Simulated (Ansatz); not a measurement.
# Molecular dynamics of WC (part 2 of 2)

WC (16 atoms in the cell); DFT PBEsol, scalar-relativistic, plane waves, PAW, PAW set soft_1, no spin polarisation (Ansatz 0.2.0); cutoff 420 eV, 2×2×2 k-mesh, Fermi–Dirac smearing of 0.24 eV. The structure derives from an entry of the Crystallography Open Database. It belongs to a series of runs on one base structure; here: dynamics from the start.

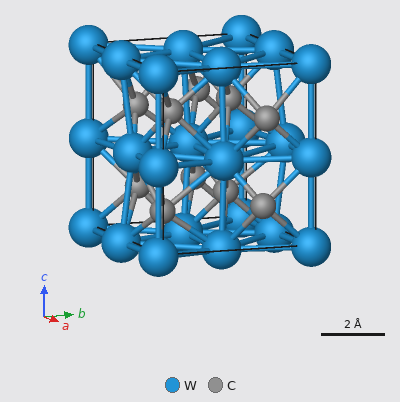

Fig. 1: The geometry at step 121 of the log (ball-and-stick view of the cell of the calculation, seen slightly off an axis).

### Output, continued
```
md step   105: t =    78.75 fs  T =  2745.7 K  F+E_penalty+E_count = -84026.70600039 eV  E_kin = 5.678587 eV  (5 SCF iters)
md step   106: t =    79.50 fs  T =  2975.6 K  F+E_penalty+E_count = -84026.94159923 eV  E_kin = 6.153963 eV  (5 SCF iters)
md step   107: t =    80.25 fs  T =  3094.7 K  F+E_penalty+E_count = -84027.21106571 eV  E_kin = 6.400373 eV  (5 SCF iters)
md step   108: t =    81.00 fs  T =  3246.8 K  F+E_penalty+E_count = -84027.51497473 eV  E_kin = 6.714984 eV  (5 SCF iters)
md step   109: t =    81.75 fs  T =  3131.0 K  F+E_penalty+E_count = -84027.82874083 eV  E_kin = 6.475483 eV  (5 SCF iters)
md step   110: t =    82.50 fs  T =  3184.8 K  F+E_penalty+E_count = -84028.14883945 eV  E_kin = 6.586762 eV  (6 SCF iters)
md step   111: t =    83.25 fs  T =  3496.3 K  F+E_penalty+E_count = -84028.47930319 eV  E_kin = 7.230842 eV  (5 SCF iters)
md step   112: t =    84.00 fs  T =  3769.8 K  F+E_penalty+E_count = -84028.77947674 eV  E_kin = 7.796643 eV  (5 SCF iters)
md step   113: t =    84.75 fs  T =  3837.6 K  F+E_penalty+E_count = -84029.05345589 eV  E_kin = 7.936866 eV  (5 SCF iters)
md step   114: t =    85.50 fs  T =  4215.3 K  F+E_penalty+E_count = -84029.30093692 eV  E_kin = 8.717872 eV  (5 SCF iters)
md step   115: t =    86.25 fs  T =  4188.4 K  F+E_penalty+E_count = -84029.50351383 eV  E_kin = 8.662208 eV  (5 SCF iters)
md step   116: t =    87.00 fs  T =  4143.1 K  F+E_penalty+E_count = -84029.66161185 eV  E_kin = 8.568521 eV  (5 SCF iters)
md step   117: t =    87.75 fs  T =  3974.2 K  F+E_penalty+E_count = -84029.77921670 eV  E_kin = 8.219309 eV  (5 SCF iters)
md step   118: t =    88.50 fs  T =  4168.1 K  F+E_penalty+E_count = -84029.85510901 eV  E_kin = 8.620308 eV  (5 SCF iters)
md step   119: t =    89.25 fs  T =  4262.6 K  F+E_penalty+E_count = -84029.88026090 eV  E_kin = 8.815829 eV  (5 SCF iters)
md step   120: t =    90.00 fs  T =  4172.1 K  F+E_penalty+E_count = -84029.87058218 eV  E_kin = 8.628491 eV  (7 SCF iters)
md step   121: t =    90.75 fs  T =  4295.2 K  F+E_penalty+E_count = -84029.84091346 eV  E_kin = 8.883141 eV  (5 SCF iters)
md step   122: t =    91.50 fs  T =  4385.3 K  F+E_penalty+E_count = -84029.78275605 eV  E_kin = 9.069495 eV  (5 SCF iters)
md step   123: t =    92.25 fs  T =  4153.2 K  F+E_penalty+E_count = -84029.69892228 eV  E_kin = 8.589544 eV  (5 SCF iters)
md step   124: t =    93.00 fs  T =  3906.4 K  F+E_penalty+E_count = -84029.59420706 eV  E_kin = 8.079123 eV  (5 SCF iters)
md step   125: t =    93.75 fs  T =  3946.6 K  F+E_penalty+E_count = -84029.47127928 eV  E_kin = 8.162259 eV  (5 SCF iters)
md step   126: t =    94.50 fs  T =  4012.5 K  F+E_penalty+E_count = -84029.34301092 eV  E_kin = 8.298498 eV  (5 SCF iters)
md step   127: t =    95.25 fs  T =  3891.6 K  F+E_penalty+E_count = -84029.21741315 eV  E_kin = 8.048498 eV  (5 SCF iters)
md step   128: t =    96.00 fs  T =  3999.3 K  F+E_penalty+
SCF 190 converged in 5 iterations: F = -84027.007875 eV  dr2 = 7.21e-9
md step   189: t =   141.75 fs  T =  2508.8 K  F+E_penalty+E_count = -84027.00787484 eV  E_kin = 5.188665 eV  (5 SCF iters)
iter 1 solved again at ethr=1.16e-5 eV; its pass at ethr=3.10e-3 eV (dr2=1.67e-2 eV) is discarded
SCF iter   1: F=—  HF=-84027.087969 eV  |F-HF|=—  |Δ(HF+E_count)|=         —  Δρ=2.39e-3  dr2=1.52e-2  ethr=1.16e-5  ⟨swp⟩=2.0  Hψ=3355  notcnv=0
preconditioner: auto → Kerker (q_TF=auto, 2.606 Å⁻¹)  [metal: Δε(μ)=0.077 eV  Ē_g=7.972 eV  σ=0.240 eV  W_gap=0.08  n_scr=52 (ndim 8)  ℏωp=24.1 eV  f_vac=0.000  D(μ)=6.39/eV (n_scr^D=48)]
SCF iter   2: F=—  HF=-84027.084922 eV  |F-HF|=—  |Δ(HF+E_count)|=   3.05e-3  Δρ=1.40e-3  dr2=5.61e-3  ethr=1.05e-5  ⟨swp⟩=1.0  Hψ=760  notcnv=0
SCF iter   3: F=—  HF=-84027.083127 eV  |F-HF|=—  |Δ(HF+E_count)|=   1.79e-3  Δρ=1.71e-4  dr2=5.55e-5  ethr=3.89e-6  ⟨swp⟩=2.0  Hψ=1067  notcnv=0
SCF iter   4: F=—  HF=-84027.083100 eV  |F-HF|=—  |Δ(HF+E_count)|=   2.77e-5  Δρ=2.95e-5  dr2=2.35e-6  ethr=3.85e-8  ⟨swp⟩=2.0  Hψ=1075  notcnv=0
SCF iter   5: F=—  HF=-84027.083102 eV  |F-HF|=—  |Δ(HF+E_count)|=   2.29e-6  Δρ=7.86e-6  dr2=1.92e-7  ethr=1.63e-9  ⟨swp⟩=2.0  Hψ=1095  notcnv=0
SCF iter   6: F=-84027.083102 eV  HF=-84027.083102 eV  |F-HF|=6.87e-9  |Δ(HF+E_count)|=   2.76e-8  Δρ=1.87e-6  dr2=1.30e-8  ethr=1.11e-11  ⟨swp⟩=4.0  Hψ=2308  notcnv=0
SCF 191 converged in 6 iterations: F = -84027.083102 eV  dr2 = 1.30e-8
md step   190: t =   142.50 fs  T =  2517.6 K  F+E_penalty+E_count = -84027.08310194 eV  E_kin = 5.206769 eV  (6 SCF iters)
```

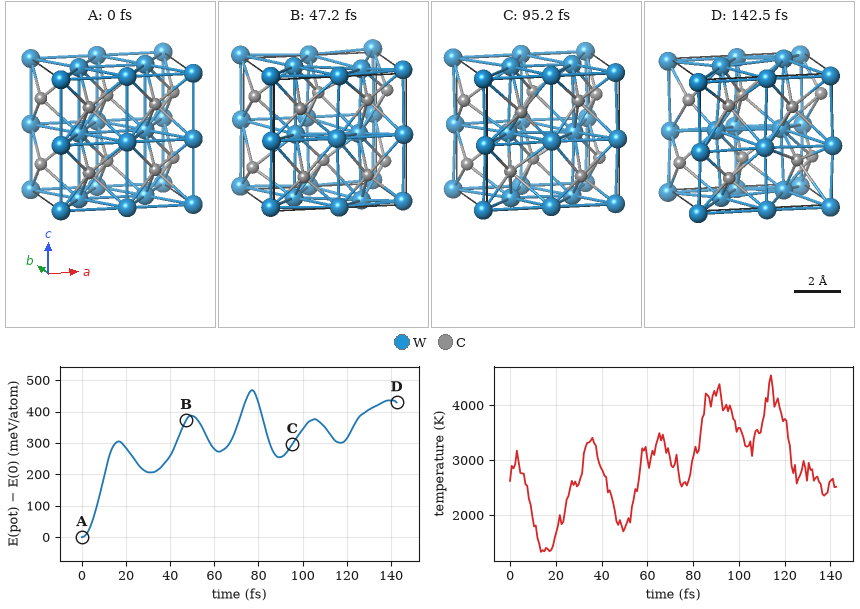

Fig. 2: Frames of the molecular dynamics (ball-and-stick, simulation cell, seen slightly off an axis) above the curves, on which the letters mark them. The trajectory kept here has 191 frames over 142.5 fs. The temperature starts at 2625 K, ranges from 1332 to 4546 K and averages 3333 K over the second half. The potential energy ends 429.2 meV/atom above its first value. With the common drift removed, the root-mean-square displacement is 0.27 Å, and C14 has moved furthest (0.49 Å).

```
SCF converged after 6 iterations
Free energy (F): -84027.083102 eV
Harris-Foulkes:  -84027.083102 eV  (|F-HF|=6.87e-9)
Internal energy: -84025.860020 eV  (E = F + TS)
E sigma→0 (E₀):  -84026.471561 eV
Entropy (-TS):   -1.223082 eV (-76.443 meV/atom)
Fermi energy:    17.729711 eV
--- Per-component energies (eV) ---
  E_band       = -897.097448
  E_kinetic    = 4018.886614
  E_local      = -5897.516262  (includes V_loc(G=0)·N_el)
  E_nonlocal   = 3.904579
  E_hartree    = 2319.520359
  E_xc         = -2487.103909
  E_vxc        = -2293.602683  (∫ρ·V_xc dr)
  E_paw        = -68371.267713  (= ΣΔE_a)
  E_vpaw       = -1367.811344  (= ΣTr[D̂ρ^β])
  E_aug_tail   = 0.001321  (compensation charges beyond the density's cutoff)
  E_ewald      = -13614.228674
  E_core_change = 1.943666  (= ΣΔE_core)
  E_smearing   = -1.223082  (= −TS)
  E_closure    = 0.000000  (closes the sum)
  Σ components = -84027.083102   (vs F -84027.083102, Δ=0.00e0)
--- Forces (eV/Å), atoms counted from 1 ---
  atom   1  W      0.19457211    -0.00844589    -2.86021074
  atom   2  C     -0.26414367    -2.42080966    -1.99456932
  atom   3  W     -1.41304546    -0.71366601     2.21931592
  atom   4  C     -2.00885328    -0.03552373    -0.89346311
  atom   5  W      2.94555965    -0.78069023    -0.69281802
  atom   6  C      0.60533746    -0.27299310    -0.45124677
  atom   7  W     -0.33933537    -0.36571629     4.61273128
  atom   8  C     -1.71826335     1.16194884    -1.09642435
  atom   9  W      1.49619527     1.34497305    -0.82689620
  atom  10  C     -0.38991431     0.92145399    -1.06040121
  atom  11  W     -4.24653675    -0.42102026    -2.89119871
  atom  12  C      5.10859340     2.70510185     3.81863886
  atom  13  W      0.11856597    -2.33714462    -1.55873768
  atom  14  C      1.31308796     2.40525945    -4.53150317
  atom  15  W     -1.29053988    -0.68512266     6.66980418
  atom  16  C     -0.11125102    -0.49761727     1.53698134
  max |Σ_I F_I| component: 2.87e-5 eV/Å
--- MD trajectory: 190 steps, t = 0.0 → 142.5 fs ---
  final state: T = 2517.6 K   F+E_penalty+E_count = -84027.08310194 eV   E_kin = 5.206769 eV
```

### Trajectory as extended XYZ (Å, eV, eV/Å), 6 of the 191 frames kept, from step=0 to step=190
```
16
Lattice="-3.0378 -5.2616 0.0000 4.5567 -2.6308 0.0000 0.0000 0.0000 5.9303" Properties=species:S:1:pos:R:3:forces:R:3 step=0 time_fs=0.0 energy=-84033.95011 temperature=2625.0
W     0.0000   -5.2616    0.0000    0.0474  -0.0274   0.0000
C     1.5189   -4.3847    1.4826   -0.0474   0.0274   0.0000
W     0.0000   -5.2616    2.9652    0.0474  -0.0274   0.0000
C     1.5189   -4.3847    4.4478   -0.0474   0.0274   0.0000
W    -1.5189   -2.6308    0.0000    0.0474  -0.0274   0.0000
C     0.0000   -1.7539    1.4826   -0.0474   0.0274   0.0000
W    -1.5189   -2.6308    2.9652    0.0474  -0.0274   0.0000
C     0.0000   -1.7539    4.4478   -0.0474   0.0274   0.0000
W     1.5189   -2.6308    0.0000    0.0474  -0.0274   0.0000
C     3.0378   -1.7539    1.4826   -0.0474   0.0274   0.0000
W     1.5189   -2.6308    2.9652    0.0474  -0.0274   0.0000
C     3.0378   -1.7539    4.4478   -0.0474   0.0274   0.0000
W     0.0000    0.0000    0.0000    0.0474  -0.0274   0.0000
C    -1.5189   -4.3847    1.4826   -0.0474   0.0274   0.0000
W     0.0000    0.0000    2.9652    0.0474  -0.0274   0.0000
C    -1.5189   -4.3847    4.4478   -0.0474   0.0274   0.0000
16
Lattice="-3.0378 -5.2616 0.0000 4.5567 -2.6308 0.0000 0.0000 0.0000 5.9303" Properties=species:S:1:pos:R:3:forces:R:3 step=38 time_fs=28.5 energy=-84030.56656 temperature=2613.3
W    -0.0340   -5.3497   -0.1756    0.0407   1.0695   1.6061
C     1.6562   -4.2574    1.3295   -1.1499  -1.6707   1.1513
W    -0.0953   -5.1983    2.8582    1.1980  -1.3396   0.4740
C     1.5309   -4.4017    4.3694   -0.6796  -0.1215   0.4080
W    -1.5768   -2.6167   -0.0268    0.9342  -0.7459   0.7889
C     0.0934   -1.8429    1.3567   -1.2811   0.9783   0.8995
W    -1.4403   -2.5891    3.0602   -1.6110   0.8973  -4.4114
C    -0.0777   -2.0754    4.4604    1.8088   2.8820   0.2482
W     1.4851   -2.6686    0.0334    0.5335   1.0949  -2.2951
C     2.9607   -1.5751    1.3685    0.7458  -1.6502  -0.0260
W     1.4653   -2.7901    2.9241    0.7459   2.4348   0.1546
C     2.8943   -1.6771    4.1732    0.7915  -0.5847   1.5490
W     0.0680    0.0688    0.0317   -0.8416  -0.4870  -0.0526
C    -1.5826   -4.4436    1.5517   -0.0343   0.7814  -1.2753
W     0.0352   -0.0189    3.0715   -1.2513   0.5056  -2.2213
C    -1.6110   -4.1544    4.2234    0.0504  -4.0441   3.0021
16
Lattice="-3.0378 -5.2616 0.0000 4.5567 -2.6308 0.0000 0.0000 0.0000 5.9303" Properties=species:S:1:pos:R:3:forces:R:3 step=76 time_fs=57.0 energy=-84028.93059 temperature=2905.6
W    -0.0735   -5.4425   -0.3173    1.1687   3.4430   4.3632
C     1.1353   -4.3819    1.3895    3.0696   1.0663  -1.9390
W    -0.1086   -5.2365    2.6902    0.3563  -1.8637   2.7919
C     1.4525   -4.3189    4.3834    0.1335  -0.3218  -0.4088
W    -1.5277   -2.5027   -0.0482   -1.6766  -0.9612  -1.2558
C    -0.2861   -1.7037    1.3022    2.7941   0.5385   1.8061
W    -1.3402   -2.6273    3.0206   -2.1397   1.1794  -0.9874
C    -0.1532   -1.3293    4.4441    0.2430  -4.1960   0.6043
W     1.3438   -2.6319   -0.0445    1.0966  -0.4109  -0.4865
C     3.0268   -1.7576    1.3789   -0.7956  -0.1626   0.5371
W     1.4470   -2.8258    2.7957    0.7906   1.8363   1.2501
C     2.9348   -1.7951    4.5267    0.5584  -1.4385  -2.4071
W     0.0952    0.0892    0.0704   -2.2577  -0.4344  -1.3289
C    -1.4693   -4.3187    1.3541   -0.7123  -0.1237   0.7316
W     0.0599    0.1172    3.0454   -1.8814  -0.1066  -2.8770
C    -1.4341   -4.5182    4.3445   -0.7476   1.9557  -0.3938
16
Lattice="-3.0378 -5.2616 0.0000 4.5567 -2.6308 0.0000 0.0000 0.0000 5.9303" Properties=species:S:1:pos:R:3:forces:R:3 step=114 time_fs=85.5 energy=-84029.30094 temperature=4215.3
W    -0.0222   -5.2952   -0.2573    0.0262   0.3040   1.0421
C     1.7073   -4.1824    1.1608   -2.5097  -1.5649   2.7580
W    -0.0353   -5.3368    2.6637    0.1050   1.7616   2.7178
C     1.3251   -4.3548    4.3411    1.4638  -0.4799  -0.5445
W    -1.5489   -2.3700   -0.0895    1.2616  -3.0118  -1.8825
C     0.2179   -1.6914    1.5217   -2.9342   0.8740  -1.4069
W    -1.3289   -2.6628    2.8660   -2.1937   1.1046  -0.5724
C     0.0612   -1.9096    4.3167   -1.4849   1.6643  -0.5083
W     1.2613   -2.6620   -0.1070    4.0453   1.7699  -1.4207
C     3.0590   -1.7092    1.4083    0.0168  -0.3004  -1.1818
W     1.4494   -2.7484    2.7721    2.7299   0.9107   1.6233
C     3.0803   -1.9012    4.1984   -0.9768   1.9258   0.7269
W     0.0691    0.2225   -0.0599   -1.3397  -2.3727  -2.0704
C    -1.6980   -4.2408    1.2531    2.6491   0.6508   1.2729
W     0.0025    0.1953    2.8474    1.3478  -2.7286  -0.3227
C    -1.3044   -4.2996    4.2721   -2.2064  -0.5075  -0.2306
16
Lattice="-3.0378 -5.2616 0.0000 4.5567 -2.6308 0.0000 0.0000 0.0000 5.9303" Properties=species:S:1:pos:R:3:forces:R:3 step=152 time_fs=114.0 energy=-84028.94633 temperature=4546.0
W    -0.0107   -5.1559   -0.0277   -0.4473  -0.8367  -4.3040
C     1.5090   -4.5870    1.3370    0.3034   2.4891   0.4347
W     0.0664   -5.4014    2.7070   -0.9120   3.6743   0.6522
C     1.4720   -4.3775    4.2033    0.0246   0.5253   0.5306
W    -1.6029   -2.4809   -0.1436    1.2576   0.7252  -3.3829
C    -0.0111   -1.5399    1.2342    0.0561  -1.6119  -0.2090
W    -1.3624   -2.6815    2.6017   -1.7164   2.8618   4.8291
C    -0.1465   -1.4408    4.3654    1.1014  -2.2425  -1.0200
W     1.2685   -2.6940   -0.1530    2.2090   1.6597  -0.5986
C     2.9780   -1.7415    1.2383    0.3119  -0.3932  -0.2535
W     1.5543   -2.7383    2.7871    0.1760   1.2946  -0.6396
C     3.2405   -1.5983    3.9784   -0.8299  -2.5257   2.5783
W     0.0057    0.2321   -0.3000   -0.2454  -1.6513   0.6936
C    -1.3549   -4.0438    1.1813   -0.9478  -4.2757   0.3618
W     0.0418    0.0213    2.6126   -0.2247   0.7197   2.1583
C    -1.4583   -4.2145    4.4781   -0.1166  -0.4126  -1.8311
16
Lattice="-3.0378 -5.2616 0.0000 4.5567 -2.6308 0.0000 0.0000 0.0000 5.9303" Properties=species:S:1:pos:R:3:forces:R:3 step=190 time_fs=142.5 energy=-84027.08310 temperature=2517.6
W    -0.0656   -5.2201    0.0207    0.1946  -0.0084  -2.8602
C     1.5368   -4.2166    1.4022   -0.2641  -2.4208  -1.9946
W     0.1954   -5.3018    2.7565   -1.4130  -0.7137   2.2193
C     1.7313   -4.3873    4.1996   -2.0089  -0.0355  -0.8935
W    -1.6700   -2.5825   -0.3094    2.9456  -0.7807  -0.6928
C    -0.1763   -1.6965    1.0381    0.6053  -0.2730  -0.4512
W    -1.4383   -2.6799    2.4633   -0.3393  -0.3657   4.6127
C     0.1023   -1.9459    4.2464   -1.7183   1.1619  -1.0964
W     1.3703   -2.7267   -0.1790    1.4962   1.3450  -0.8269
C     3.0691   -1.8197    1.2894   -0.3899   0.9215  -1.0604
W     1.6425   -2.6849    2.8300   -4.2465  -0.4210  -2.8912
C     2.8673   -2.1870    4.1069    5.1086   2.7051   3.8186
W    -0.0718    0.1350   -0.3330    0.1186  -2.3371  -1.5587
C    -1.4136   -4.7291    1.6267    1.3131   2.4053  -4.5315
W     0.0155   -0.0960    2.4043   -1.2905  -0.6851   6.6698
C    -1.4604   -4.3639    4.0819   -0.1113  -0.4976   1.5370
```

This output came from the following input.

### The input
```yaml
crystal:
  lattice:
    - [-3.037776, -5.261582, 0.0]
    - [4.556664, -2.630791, 0.0]
    - [0.0, 0.0, 5.930342]
  atoms:
    - { symbol: W, position: [0.75, 0.5, 0.0] }
    - { symbol: C, position: [0.5, 0.6666667, 0.25] }
    - { symbol: W, position: [0.75, 0.5, 0.5] }
    - { symbol: C, position: [0.5, 0.6666667, 0.75] }
    - { symbol: W, position: [0.5, 0.0, 0.0] }
    - { symbol: C, position: [0.25, 0.1666667, 0.25] }
    - { symbol: W, position: [0.5, 0.0, 0.5] }
    - { symbol: C, position: [0.25, 0.1666667, 0.75] }
    - { symbol: W, position: [0.25, 0.5, 0.0] }
    - { symbol: C, position: [0.0, 0.6666667, 0.25] }
    - { symbol: W, position: [0.25, 0.5, 0.5] }
    - { symbol: C, position: [0.0, 0.6666667, 0.75] }
    - { symbol: W, position: [0.0, 0.0, 0.0] }
    - { symbol: C, position: [0.75, 0.1666667, 0.25] }
    - { symbol: W, position: [0.0, 0.0, 0.5] }
    - { symbol: C, position: [0.75, 0.1666667, 0.75] }
basis:
  ecutwfc: 420.0
kpoints:
  mp_grid: { grid: [2, 2, 2] }
hamiltonian:
  xc: pbesol
  pseudopotentials: { kind: paw, azcp: { folder: soft_1 } }
scf:
  occupations: { method: fermi_dirac, width: 0.24 }
  lower_state_search: "off"
md:
  timestep: 0.75
  n_steps: 190
  ensemble: nvt_langevin
  temperature: 2800.0
  initial_velocities: maxwell_boltzmann
  seed: 595515
  friction: 0.02
```

Command:
```bash
ansatz run input.yaml --threads 1 --pin off --max-ram 3072MiB --backend cpu --events-out ev --progress --plain --runs-dir out
```

### Summary

| quantity | value |
| --- | --- |
| outcome | finished |
| mean temperature over the second half | 3333 K |
| trajectory | 190 steps, 142.5 fs |
| ensemble | nvt_langevin |
| temperature in the input | 2800.0 K |
| time step | 0.75 fs |
| space group of the start (tolerance 0.01 Å) | P-6m2 (187) |
| electrons treated | 144 |
| potential energy (free energy of the electrons) (last step) | −84027.0831 eV |
| Fermi energy (last step) | 17.730 eV |
| largest force (length of the vector) (last step) | 6.928 eV/Å |
| hardware | 1 thread of Arm Neoverse V1, 24 GiB of memory available, shared host |
| wall time | 21 min |
| peak memory | 0.61 GiB |

### Remarks

The program warns: the PAW datasets were made with another functional. Spin–orbit coupling is left out, which matters for W. The k-point mesh is coarse for a cell of this size, so the results may not be converged. So short a trajectory is not equilibrated. The logged temperature at the start can lie below the typed one, since it is counted over all degrees of freedom.
